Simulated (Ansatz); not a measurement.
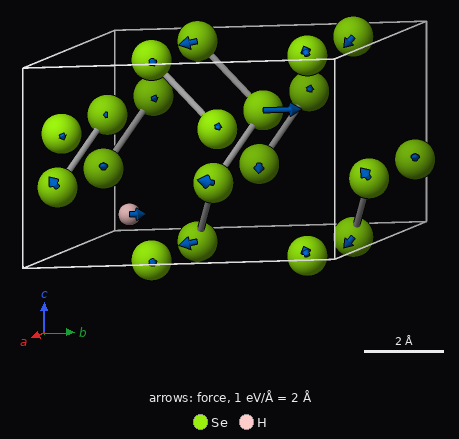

Starting geometry of crystalline HSe12 (set up in C2) (coarse preliminary run) with the computed forces as blue arrows. Style: ball-and-stick. Shown: the cell of the calculation, slightly off an axis.

Case: 1 H put on empty site 1 of 4 host cells, relaxed.

Level of theory: DFT PBE+D3(BJ), scalar-relativistic, plane waves, PAW in Ansatz 0.2.0.

Input
```yaml
crystal:
  lattice:
    - [8.1324821752, 0.0, 0.0]
    - [-4.0662410876, 7.0429361596, 0.0]
    - [0.0, 0.0, 5.127476294]
  atoms:
    - { symbol: Se, position: [0.1237834607, 0.0, 0.3333333333] }
    - { symbol: Se, position: [0.1237834607, 0.5, 0.3333333333] }
    - { symbol: Se, position: [0.6237834607, 0.0, 0.3333333333] }
    - { symbol: Se, position: [0.6237834607, 0.5, 0.3333333333] }
    - { symbol: Se, position: [0.5, 0.1237834607, 0.6666666667] }
    - { symbol: Se, position: [0.5, 0.6237834607, 0.6666666667] }
    - { symbol: Se, position: [0.0, 0.1237834607, 0.6666666667] }
    - { symbol: Se, position: [0.0, 0.6237834607, 0.6666666667] }
    - { symbol: Se, position: [0.3762165393, 0.3762165393, 0.0] }
    - { symbol: Se, position: [0.3762165393, 0.8762165393, 0.0] }
    - { symbol: Se, position: [0.8762165393, 0.3762165393, 0.0] }
    - { symbol: Se, position: [0.8762165393, 0.8762165393, 0.0] }
    - { symbol: H, position: [0.5, 0.1944444444, 0.1666666667] }
basis:
  ecutwfc: 420
kpoints:
  mp_grid: { grid: [3, 3, 4] }
hamiltonian:
  xc: pbe
  dispersion: d3bj
scf:
  occupations: { method: gaussian, width: 0.1 }
output:
  forces: true
  stress: true
  eigenvalues: true
relax:
  adjacent_minimum: "off"
  f_tol: 0.0325
  max_steps: 70
  cell: { stress_tol: 0.24 }
```

Run as
```bash
ansatz run input.yaml --threads 2 --pin off --max-ram 5120MiB --backend cpu --events-out ev --progress --plain --runs-dir out
```

Q: What follows when this structure is relaxed?

A: It isn't relaxed: the largest force vector, on Se6, is 0.51 eV/Å. The final displacements follow the starting forces only in part (cosine between the two patterns 0.47). The energy falls by 21.6 meV per atom in 8 accepted moves (11 points after the start). Largest force component: 0.45 eV/Å at the start, 0.011 eV/Å at the end. Pressure: 0.41 GPa at the start and 0.03 GPa at the end. The line search rejected the trial steps at points 1, 6 of the run. At 1 point the geometry stayed and the basis and grid were re-selected for the new cell (energy shift of less than 0.05 meV per atom at most each time). The atom that moves furthest relative to the cell is H13 (0.69 Å along +b). By element the largest moves are H 0.69 Å, Se 0.15 Å. The volume changes by +1.7 %, with a 8.132 → 8.070 Å (−0.8 %), b 8.132 → 8.347 Å (+2.6 %), c 5.127 → 5.180 Å (+1.0 %), β 90.0° → 89.5°, γ 120.0° → 121.1°. Near-neighbour distances that change, for instance: Se4–H13 2.327 → 1.812 Å, Se4–Se6 2.442 → 2.518 Å, Se4–Se9 2.442 → 2.513 Å, Se2–Se8 2.442 → 2.480 Å. New bonds form: Se4–H13 (2.33 → 1.81 Å), Se9–H13 (2.33 → 1.81 Å). Bond angles that change, for instance: Se4–Se6–Se9 103.6° → 96.9°. The space group stays C2 (No. 5). Cost: 12 min on 2 threads of Arm Neoverse N1, on a shared host, peak memory 0.96 GiB.
